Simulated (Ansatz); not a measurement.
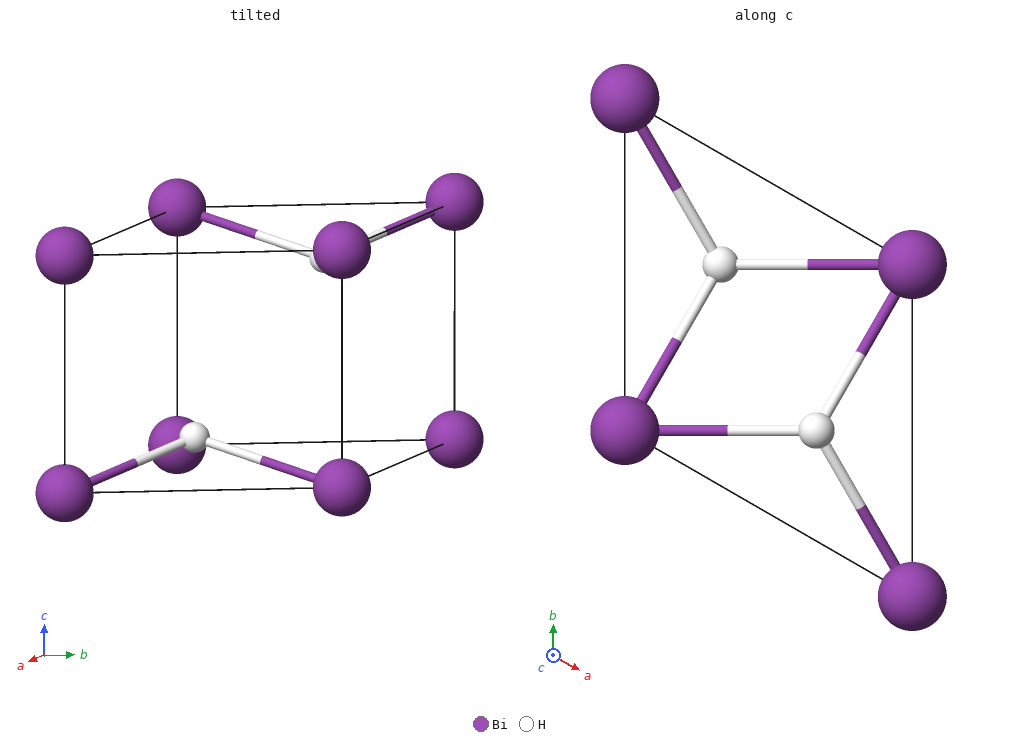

Ball-and-stick drawing of the structure, looking slightly off an axis and along the c axis. The conventional unit cell is outlined; an atom on or near a face, edge or corner is repeated at each equivalent position. Cell: a = 3.82 Å, b = 3.82 Å, c = 3.31 Å, α = 90.00°, β = 90.00°, γ = 120.00°.

Origin of the cell: a structure type filled with these elements by a generator (whether the compound takes this form wasn't checked). Earlier steps of the study may have refined or changed the cell and positions. An electronic-structure calculation with Ansatz was run on it.

**Give a description of the structure.**

The solid is BiH₂. It belongs to space group P-3m1 (No. 164) and has a primitive hexagonal lattice. The cell comprises 1 formula unit: 1 Bi, 2 H. Bi is coordinated by six H at about 2.3 Å. The H atoms are each bonded to three Bi at about 2.3 Å. The bonds build BiH2 layers parallel to (001).

Calculation details: DFT PBE+D3(BJ), scalar-relativistic, plane waves, PAW in Ansatz 0.2.0; wavefunction cutoff 420 eV, the zone sampled with 15×15×14 points, Gaussian smearing of 0.1 eV, no spin polarisation.

**Metal or not?**

A metal: bands cross the Fermi level.

**How charged are the atoms, by the Bader scheme?**

Bi +0.76 e; H -0.38 e.

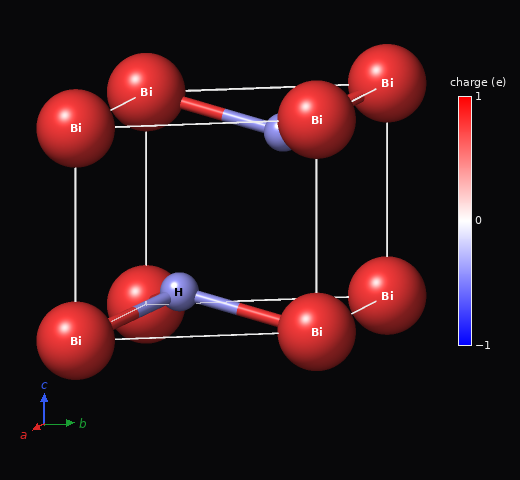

The atoms coloured by those charges. The run's cell of 3 atoms is drawn.

**Can this geometry be taken as optimised?**

Yes. All forces vanish to within 0.01 eV/Å. The pressure is 0.0 GPa, close to zero.
